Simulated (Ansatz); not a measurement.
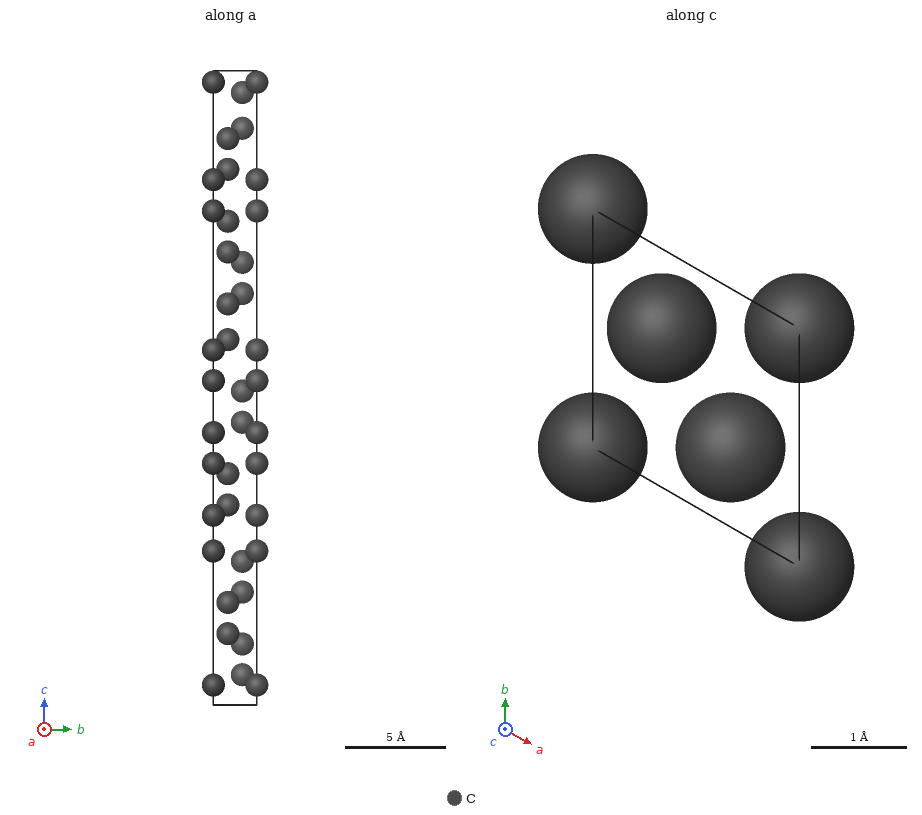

Spheres-only drawing of the structure, looking along the a axis and along the c axis. The frame is the conventional unit cell; atoms at its boundary are shown with their periodic copies.

C, space group R3m (No. 160), a = 2.51 Å, b = 2.51 Å, c = 31.76 Å, α = 90.00°, β = 90.00°, γ = 120.00°.

Run with DFT r2SCAN, scalar-relativistic, plane waves, PAW in Ansatz 0.2.0 and these settings: plane-wave cutoff 500 eV, k-points about 0.29 Å⁻¹ apart, Gaussian smearing of 0.05 eV, no spin polarisation.

**What is the band gap, if any?**

An insulator at this level, with a gap of 4.48 eV on the k-mesh (the true edges may lie between mesh points, so the gap can be somewhat smaller).

**Which way would the volume go on relaxing?**

The computed pressure is -6.9 GPa (stretched: it would shrink). The stress isn't hydrostatic: its largest component is 19.0 GPa.

It goes back to an entry, possibly a prediction, of the Crystallography Open Database. The cell was then strained or its atoms displaced on purpose. It went into a calculation with Ansatz.

At this level of theory the run's own cell isn't at rest (stretched, at -7 GPa and forces up to 2.0 eV/Å), so its distances can differ from those at equilibrium, the more so the softer the solid.
